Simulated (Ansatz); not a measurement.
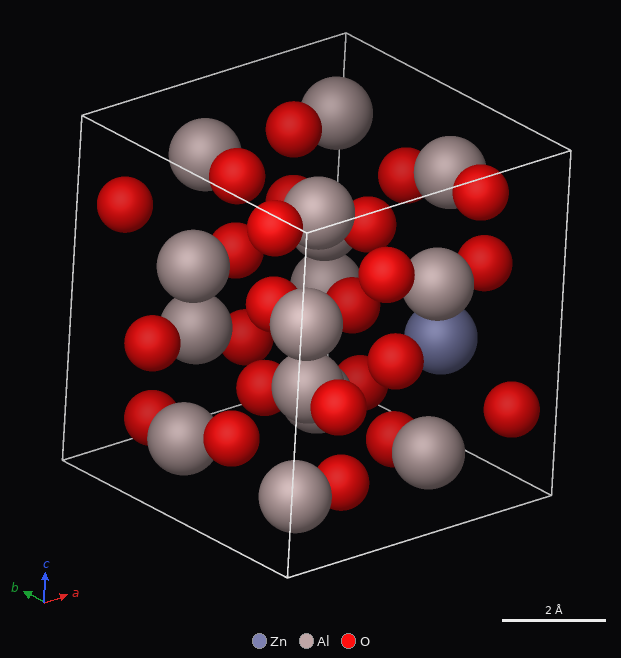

Shown here is a spheres-only view of the crystal, taken from a general direction. Atoms at the boundary of the simulation cell (the box) are drawn once for each face, edge or corner they touch. Cell: a = 7.015 Å, b = 7.015 Å, c = 7.015 Å, α = 85.77°, β = 85.77°, γ = 85.77°.

Caption:

Its composition is Al$_{15}$ZnO$_{24}$. The symmetry is that of R3 (No. 146), on a rhombohedral (trigonal R) lattice. Content of the cell: 15 Al, 1 Zn, 24 O (Z = 1). About every Zn there are six O at about 1.9 to 2.2 Å. About every Al there are six O in a distorted octahedral arrangement at about 1.8 to 2.0 Å. Not all metal-metal contacts are counted.

The structure comes from a structure listed in the Materials Project, repeated into a supercell with a point defect put in. The atoms were relaxed in a fixed cell with DFT PBEsol, scalar-relativistic, plane waves, PAW in Ansatz 0.2.0.
